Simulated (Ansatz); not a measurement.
# EuO: band-structure calculation (part 2 of 4)

Continued. System: EuO (slab, 8 atoms in the cell). Method: DFT PBE, spin-orbit coupling, plane waves, PAW (Ansatz 0.2.0); cutoff 420 eV, 12×12×1 k-mesh, Gaussian smearing of 0.1 eV. It belongs to a series of runs on one base structure; here: bands of the relaxed slab with spin-orbit coupling.

Geometry of the input (Å; fractional positions):
```
3.5788  0.0000  0.0000
-1.7894  3.0994  0.0000
0.0000  0.0000  25.2274
Eu 0.3333  0.6667  0.2999
O  0.6667  0.3333  0.3571
Eu 0.0000  0.0000  0.4162
O  0.3333  0.6667  0.4708
Eu 0.6667  0.3333  0.5345
O  0.0000  0.0000  0.5809
Eu 0.3333  0.6667  0.6562
O  0.6667  0.3333  0.6843
```

Output, continued
```
SCF iter   1: F=—  HF=-37383.501004 eV  |F-HF|=—  |Δ(HF+E_count)|=         —  Δρ=1.18e-2  dr2=8.24e-1  dr2_m=8.95e-2  ethr=7.13e-4  |M|=2.74e1 ∫|m|=2.81e1 μB  |m|>n=1.3e-1 m-floor=1.3e-1 τ_xc=0.0e0 mc-row=1.3e-1  β_m=1.20  p=-0.085 e·Å  D=-5.51e-2 V/Å  ΔV_dip=1.39 eV  dr2_dipole=3.67e-1  V_vac-E_F(+/−)=4.65/3.26 eV  ⟨swp⟩=7.0  Hψ=179367  notcnv=0  defer=73
efield: sawtooth ramp at fractional position 0.9721 (placed from the atoms, in the widest stretch of the axis that holds none; the zero of the levels goes with the place), width 0.0400; the density the first Hamiltonian is built on has a dipole p = -0.085 e·Å; the dipole correction subtracts the counter field D = -5.51e-2 V/Å, which shifts the + side's vacuum level by +1.39 eV against the − side's; the planar-averaged density in the ramp window peaks in size at 6.7e-6 e/Å³
eigensolver tolerance schedule calibrated: the retry pair's looser diagonalisation under-reported the residual by θ = 0.20 (0.32/decade); ethr = c·dr2/N_el runs at the constant in force after the calibration composes with the one it found (an armed cap, an earlier calibration), c = 9.8e-3
preconditioner: auto → none  [metal: Δε(μ)=0.003 eV  Ē_g=13.507 eV  σ=0.100 eV  W_gap=0.01  n_scr=72 (ndim 8)  ℏωp=20.3 eV  f_vac=0.489  D(μ)=9.97/eV (n_scr^D=98)]
SCF iter   2: F=—  HF=-37392.423665 eV  |F-HF|=—  |Δ(HF+E_count)|=    8.92e0  Δρ=3.19e-1  dr2=1.40e3  dr2_m=5.78e1  ethr=8.78e-5  |M|=2.22e1 ∫|m|=2.25e1 μB  |m|>n=1.2e-1 m-floor=1.2e-1 τ_xc=2.7e-3 mc-row=1.2e-1 uncertified=1  β_m=1.20  p=0.234 e·Å  D=1.52e-1 V/Å  ΔV_dip=-3.82 eV  dr2_dipole=6.69e2  V_vac-E_F(+/−)=1.06/4.88 eV  ⟨swp⟩=2.8  Hψ=62860  notcnv=0  defer=9863  κ⁻¹=1.0e0(r=1)
SCF iter   3: F=—  HF=-37383.727966 eV  |F-HF|=—  |Δ(HF+E_count)|=    8.70e0  Δρ=2.87e-2  dr2=7.19e0  dr2_m=5.27e-1  ethr=8.78e-5  |M|=2.77e1 ∫|m|=2.83e1 μB  |m|>n=1.2e-1 m-floor=1.2e-1 τ_xc=2.7e-3 mc-row=1.2e-1 uncertified=1  β_m=1.20  p=-0.035 e·Å  D=-2.27e-2 V/Å  ΔV_dip=0.57 eV  dr2_dipole=3.56e0  V_vac-E_F(+/−)=4.73/4.16 eV  ⟨swp⟩=2.7  Hψ=45499  notcnv=0  defer=9826  κ⁻¹=8.4e-4(r=2)
SCF iter   4: F=—  HF=-37383.518873 eV  |F-HF|=—  |Δ(HF+E_count)|=   2.09e-1  Δρ=2.01e-2  dr2=3.00e0  dr2_m=2.60e-1  ethr=8.78e-5  |M|=2.75e1 ∫|m|=2.81e1 μB  |m|>n=1.2e-1 m-floor=1.2e-1 τ_xc=2.9e-3 mc-row=1.2e-1 uncertified=5  β_m=1.20  p=-0.082 e·Å  D=-5.33e-2 V/Å  ΔV_dip=1.35 eV  dr2_dipole=6.60e-1  V_vac-E_F(+/−)=4.73/3.39 eV  ⟨swp⟩=2.1  Hψ=42764  notcnv=0  defer=9034  κ⁻¹=2.7e-4(r=3)
SCF iter   5: F=—  HF=-37383.495741 eV  |F-HF|=—  |Δ(HF+E_count)|=   2.31e-2  Δρ=1.73e-2  dr2=1.30e0  dr2_m=1.91e-1  ethr=8.78e-5  |M|=2.75e1 ∫|m|=2.81e1 μB  |m|>n=1.2e-1 m-floor=1.2e-1 τ_xc=3.0e-3 mc-row=1.2e-1  β_m=1.20  p=-0.075 e·Å  D=-4.88e-2 V/Å  ΔV_dip=1.23 eV  dr2_dipole=2.12e-1  V_vac-E_F(+/−)=4.66/3.42 eV  ⟨swp⟩=1.3  Hψ=29371  notcnv=0  defer=8523  κ⁻¹=3.7e-5(r=4)
SCF iter   6: F=—  HF=-37383.494150 eV  |F-HF|=—  |Δ(HF+E_count)|=   1.59e-3  Δρ=1.11e-2  dr2=4.64e-1  dr2_m=7.48e-2  ethr=8.78e-5  |M|=2.75e1 ∫|m|=2.81e1 μB  |m|>n=1.2e-1 m-floor=1.2e-1 τ_xc=3.3e-3 mc-row=1.2e-1  β_m=1.20  p=-0.085 e·Å  D=-5.50e-2 V/Å  ΔV_dip=1.39 eV  dr2_dipole=1.49e-2  V_vac-E_F(+/−)=4.68/3.29 eV  ⟨swp⟩=2.4  Hψ=21810  notcnv=0  defer=8523  κ⁻¹=2.8e-6(r=5)
SCF iter   7: F=—  HF=-37383.487118 eV  |F-HF|=—  |Δ(HF+E_count)|=   7.03e-3  Δρ=5.78e-3  dr2=1.45e-1  dr2_m=1.95e-2  ethr=4.95e-5  |M|=2.75e1 ∫|m|=2.81e1 μB  |m|>n=1.1e-1 m-floor=1.1e-1 τ_xc=4.4e-3 mc-row=1.1e-1 uncertified=1  β_m=1.20  p=-0.080 e·Å  D=-5.18e-2 V/Å  ΔV_dip=1.31 eV  dr2_dipole=9.93e-3  V_vac-E_F(+/−)=4.66/3.35 eV  ⟨swp⟩=1.8  Hψ=14762  notcnv=0  defer=8523  κ⁻¹=2.7e-7(r=6)
SCF iter   8: F=—  HF=-37383.488859 eV  |F-HF|=—  |Δ(HF+E_count)|=   1.74e-3  Δρ=3.32e-3  dr2=3.12e-2  dr2_m=6.34e-3  ethr=1.54e-5  |M|=2.75e1 ∫|m|=2.81e1 μB  |m|>n=1.0e-1 m-floor=1.0e-1 τ_xc=6.5e-3 mc-row=1.0e-1 uncertified=4  β_m=1.20  p=-0.081 e·Å  D=-5.26e-2 V/Å  ΔV_dip=1.33 eV  dr2_dipole=6.10e-3  V_vac-E_F(+/−)=4.64/3.31 eV  ⟨swp⟩=1.2  Hψ=14375  notcnv=0  defer=8523  κ⁻¹=1.5e-7(r=7)
SCF iter   9: F=—  HF=-37383.488533 eV  |F-HF|=—  |Δ(HF+E_count)|=   3.26e-4  Δρ=3.21e-3  dr2=3.80e-2  dr2_m=6.65e-3  ethr=3.33e-6  |M|=2.75e1 ∫|m|=2.81e1 μB  |m|>n=9.3e-2 m-floor=9.3e-2 τ_xc=7.8e-3 mc-row=9.3e-2 uncertified=1  β_m=1.20  p=-0.080 e·Å  D=-5.16e-2 V/Å  ΔV_dip=1.30 eV  dr2_dipole=7.29e-4  V_vac-E_F(+/−)=4.65/3.34 eV  ⟨swp⟩=2.0  Hψ=26684  notcnv=0  defer=8523  κ⁻¹=1.2e-7(r=8)
SCF iter  10: F=—  HF=-37383.488513 eV  |F-HF|=—  |Δ(HF+E_count)|=   2.08e-5  Δρ=2.28e-3  dr2=2.07e-2  dr2_m=3.36e-3  ethr=3.33e-6  |M|=2.75e1 ∫|m|=2.82e1 μB  |m|>n=8.1e-2 m-floor=8.1e-2 τ_xc=8.9e-3 mc-row=8.1e-2 uncertified=1  β_m=1.20  p=-0.080 e·Å  D=-5.18e-2 V/Å  ΔV_dip=1.31 eV  dr2_dipole=5.70e-4  V_vac-E_F(+/−)=4.65/3.35 eV  ⟨swp⟩=1.1  Hψ=18606  notcnv=0  defer=8626  κ⁻¹=8.6e-8(r=8)
SCF iter  11: F=—  HF=-37383.488272 eV  |F-HF|=—  |Δ(HF+E_count)|=   2.40e-4  Δρ=1.14e-3  dr2=3.32e-3  dr2_m=8.35e-4  ethr=2.20e-6  |M|=2.75e1 ∫|m|=2.82e1 μB  |m|>n=6.2e-2 m-floor=6.2e-2 τ_xc=9.5e-3 mc-row=6.2e-2 uncertified=10  β_m=1.20  p=-0.080 e·Å  D=-5.20e-2 V/Å  ΔV_dip=1.31 eV  dr2_dipole=4.95e-5  V_vac-E_F(+/−)=4.66/3.34 eV  ⟨swp⟩=1.1  Hψ=15673  notcnv=0  defer=8754  κ⁻¹=2.7e-6(r=8)
SCF iter  12: F=—  HF=-37383.488124 eV  |F-HF|=—  |Δ(HF+E_count)|=   1.48e-4  Δρ=8.55e-4  dr2=4.69e-3  dr2_m=4.48e-4  ethr=3.54e-7  |M|=2.75e1 ∫|m|=2.82e1 μB  |m|>n=7.0e-2 m-floor=7.0e-2 τ_xc=1.1e-2 mc-row=7.0e-2 uncertified=2  β_m=1.20  p=-0.081 e·Å  D=-5.22e-2 V/Å  ΔV_dip=1.32 eV  dr2_dipole=4.44e-4  V_vac-E_F(+/−)=4.67/3.36 eV  ⟨swp⟩=2.0  Hψ=31761  notcnv=0  defer=9488  κ⁻¹=1.4e-6(r=8)
SCF iter  13: F=—  HF=-37383.488093 eV  |F-HF|=—  |Δ(HF+E_count)|=   3.11e-5  Δρ=2.24e-4  dr2=2.48e-4  dr2_m=3.22e-5  ethr=3.54e-7  |M|=2.75e1 ∫|m|=2.82e1 μB  |m|>n=3.9e-2 m-floor=3.9e-2 τ_xc=1.0e-2 mc-row=3.9e-2 uncertified=4  β_m=1.20  p=-0.081 e·Å  D=-5.22e-2 V/Å  ΔV_dip=1.32 eV  dr2_dipole=2.09e-5  V_vac-E_F(+/−)=4.67/3.35 eV  ⟨swp⟩=1.4  Hψ=19430  notcnv=0  defer=10110  κ⁻¹=4.0e-6(r=8)
SCF iter  14: F=—  HF=-37383.488164 eV  |F-HF|=—  |Δ(HF+E_count)|=   7.18e-5  Δρ=7.69e-5  dr2=3.18e-5  dr2_m=3.10e-6  ethr=2.64e-8  |M|=2.75e1 ∫|m|=2.82e1 μB  |m|>n=4.2e-2 m-floor=4.2e-2 τ_xc=1.0e-2 mc-row=4.2e-2 uncertified=2  β_m=1.20  p=-0.081 e·Å  D=-5.23e-2 V/Å  ΔV_dip=1.32 eV  dr2_dipole=9.07e-6  V_vac-E_F(+/−)=4.67/3.35 eV  ⟨swp⟩=2.0  Hψ=26490  notcnv=0  defer=10110  κ⁻¹=1.0e-5(r=8)
SCF iter  15: F=—  HF=-37383.488169 eV  |F-HF|=—  |Δ(HF+E_count)|=   4.66e-6  Δρ=3.42e-5  dr2=8.86e-6  dr2_m=4.92e-7  ethr=3.39e-9  |M|=2.75e1 ∫|m|=2.82e1 μB  |m|>n=2.7e-2 m-floor=2.7e-2 τ_xc=1.0e-2 mc-row=2.7e-2 uncertified=4  β_m=1.20  p=-0.081 e·Å  D=-5.23e-2 V/Å  ΔV_dip=1.32 eV  dr2_dipole=4.06e-6  V_vac-E_F(+/−)=4.67/3.35 eV  ⟨swp⟩=2.1  Hψ=27163  notcnv=0  defer=10110  κ⁻¹=2.9e-6(r=8)
SCF iter  16: F=—  HF=-37383.488171 eV  |F-HF|=—  |Δ(HF+E_count)|=   1.80e-6  Δρ=1.94e-5  dr2=3.09e-6  dr2_m=1.50e-7  ethr=9.44e-10  |M|=2.75e1 ∫|m|=2.82e1 μB  |m|>n=1.6e-2 m-floor=1.6e-2 τ_xc=1.0e-2 mc-row=1.6e-2 uncertified=3  β_m=1.20  p=-0.081 e·Å  D=-5.23e-2 V/Å  ΔV_dip=1.32 eV  dr2_dipole=1.57e-6  V_vac-E_F(+/−)=4.67/3.35 eV  ⟨swp⟩=2.0  Hψ=26055  notcnv=0  defer=10110  κ⁻¹=3.0e-6(r=8)
SCF iter  17: F=—  HF=-37383.488171 eV  |F-HF|=—  |Δ(HF+E_count)|=   4.77e-7  Δρ=1.02e-5  dr2=4.42e-7  dr2_m=3.41e-8  ethr=3.30e-10  |M|=2.75e1 ∫|m|=2.82e1 μB  |m|>n=9.9e-3 m-floor=9.9e-3 τ_xc=1.0e-2 mc-row=9.9e-3 uncertified=3  β_m=1.20  p=-0.081 e·Å  D=-5.22e-2 V/Å  ΔV_dip=1.32 eV  dr2_dipole=4.50e-8  V_vac-E_F(+/−)=4.67/3.35 eV  ⟨swp⟩=2.1  Hψ=24193  notcnv=0  defer=10110  κ⁻¹=9.9e-6(r=8)
SCF iter  18: F=—  HF=-37383.488171 eV  |F-HF|=—  |Δ(HF+E_count)|=   1.23e-7  Δρ=8.48e-6  dr2=5.14e-7  dr2_m=3.58e-8  ethr=4.70e-11  |M|=2.75e1 ∫|m|=2.82e1 μB  |m|>n=2.4e-3 m-floor=2.5e-3 τ_xc=1.0e-2 mc-row=2.5e-3 uncertified=11  β_m=1.20  p=-0.081 e·Å  D=-5.23e-2 V/Å  ΔV_dip=1.32 eV  dr2_dipole=1.93e-7  V_vac-E_F(+/−)=4.67/3.35 eV  ⟨swp⟩=2.0  Hψ=26935  notcnv=0  defer=10110  κ⁻¹=5.9e-7(r=8)
SCF iter  19: F=-37383.488172 eV  HF=-37383.488172 eV  |F-HF|=5.96e-8  |Δ(HF+E_count)|=   8.29e-8  Δρ=3.11e-6  dr2=5.96e-8  dr2_m=5.10e-9  ethr=1.07e-11  |M|=2.75e1 ∫|m|=2.82e1 μB  |m|>n=0.0e0 m-floor=0.0e0 τ_xc=1.0e-2 mc-row=0.0e0 uncertified=134  p=-0.081 e·Å  D=-5.23e-2 V/Å  ΔV_dip=1.32 eV  dr2_dipole=1.18e-8  V_vac-E_F(+/−)=4.67/3.35 eV  ⟨swp⟩=19.1  Hψ=252641  notcnv=0
SCF 1 converged in 19 iterations: F = -37383.488172 eV  dr2 = 5.96e-8
  greatest PAW one-centre occupation: 0.988 electrons in one spin orbital (limit 2), on the Eu atom at site 6 (counted from 0), in its partial waves of l = 0
```

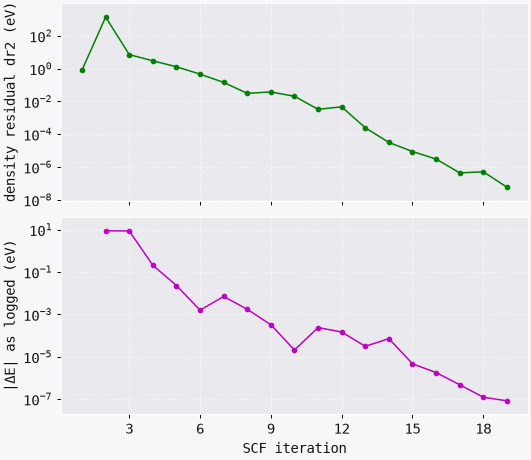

Fig. 1: Convergence of the self-consistent field: density residual dr2 and size of the energy change against the SCF iteration. The residual comes down, with one marked jump up, by a factor of about 1.5 × 10³, at step 2.

```
NSCF: frozen V_eff on 37 k-points
efield: sawtooth ramp at fractional position 0.9721 (kept from the solve that this one continues, or follows in the run), width 0.0400; the density the first Hamiltonian is built on has a dipole p = -0.081 e·Å; the dipole correction subtracts the counter field D = -5.23e-2 V/Å, which shifts the + side's vacuum level by +1.32 eV against the − side's; the planar-averaged density in the ramp window peaks in size at 7.4e-6 e/Å³
WARN: The output density's exchange-correlation potential varies sharply where the density is thin. Do not read a vacuum level from v_tot or v_xc, or from such a field of the output density. On a cell that repeats whose density bears no net charge and no dipole along the vacuum's axis use v_es (v_loc + v_h of the components); under efield.dipole_correction with no amplitude use v_es + v_field, which holds any external_charges[].barrier, or the levels of the report's work_function block, which leave it out; under a non-zero efield.amplitude the vacuum is tilted and has no level; on a cell that repeats and bears such a dipole with no correction it is tilted too, and efield.dipole_correction with no amplitude gives each side of its ramp a level where efield: is served; in a cell that repeats whose density bears a net charge (total_charge, or a fill off its count) it is curved and has none; of a slab under crystal.periodic whose density bears no net charge use v_es, which has a level on each side, short of where the two are joined; of another it falls or rises all the way out and has none; of a slab beside external_charges read slab_vacuum_level instead, which it has where they leave it neutral. The grid or the basis barely resolves most such structure, and the values can differ between equally converged runs; as a rule a tighter scf.convergence.dr2_threshold does not remove it. Where the density itself ripples (under the LDA too) a higher basis.ecutwfc lessens it. The files hold the spikes' plane waves up to the density's cutoff. Files: v_tot_of_output_density and the like, and their columns of v_z.tsv (output.write_potential); v_xc_of_output_density and the like, and their columns of v_comp_z.tsv (output.write_potential_components). Measured: with its Gaussian average of σ = 0.25 Å subtracted twice, the exchange-correlation potential is over 0.1 eV at 499 of the grid points where the equally averaged density (valence and model cores) is under 1e-3 e/Å³, and 1.28 eV at the most among them, at an averaged density of 4.1e-7 e/Å³. The input density's (outcome.potential() and, of a run that writes arrays, v_tot and v_xc) is over 0.1 eV, so measured, at 127 points of its own thin density, 1.32 eV at the most. See output.write_potential in the manual, Limitations
SCF converged after 19 iterations
Stability not checked: this state was not tested for a lower state beside it, because the mixer in use, unlike msr1, does not test its closes by its own steps (another_mixer; see scf.mixing.algorithm and scf.lower_state_search)
Magnetization: |M| = 27.5270 μB,  M = (-0.0000, -0.0000, +27.5270) μB
Absolute magnetization: 28.1546 μB (∫|m|, with the PAW one-centre terms)
  site 0: m = (+0.0000, -0.0000, +6.6708) μB, |m| = 6.6708 μB  (R = 1.04 Å)
  site 1: m = (-0.0000, +0.0000, -0.0592) μB, |m| = 0.0592 μB  (R = 1.04 Å)
  site 2: m = (-0.0000, +0.0000, +6.4813) μB, |m| = 6.4813 μB  (R = 1.02 Å)
  site 3: m = (-0.0000, +0.0000, -0.0716) μB, |m| = 0.0716 μB  (R = 1.02 Å)
  site 4: m = (-0.0000, -0.0000, +6.3534) μB, |m| = 6.3534 μB  (R = 0.98 Å)
  site 5: m = (+0.0000, +0.0000, -0.0682) μB, |m| = 0.0682 μB  (R = 0.98 Å)
  site 6: m = (+0.0000, -0.0000, +6.0534) μB, |m| = 6.0534 μB  (R = 0.90 Å)
  site 7: m = (-0.0000, +0.0000, -0.0734) μB, |m| = 0.0734 μB  (R = 0.90 Å)
Free energy (F): -37383.488172 eV
Harris-Foulkes:  -37383.488172 eV  (|F-HF|=5.96e-8)
Internal energy: -37383.441985 eV  (E = F + TS)
E sigma→0 (E₀):  -37383.465078 eV
Entropy (-TS):   -0.046187 eV (-5.773 meV/atom)
Fermi energy:    4.669105 eV
Dipole field:    D = -0.052129 V/Å  (p = -0.080612 e·Å, saw-weighted, corrected)
Work function:   Φ+ = 4.6702 eV   Φ− = 3.3551 eV
Levels:          The Fermi level and band energies are counted from a zero that moves with the ramp; work functions are not
```
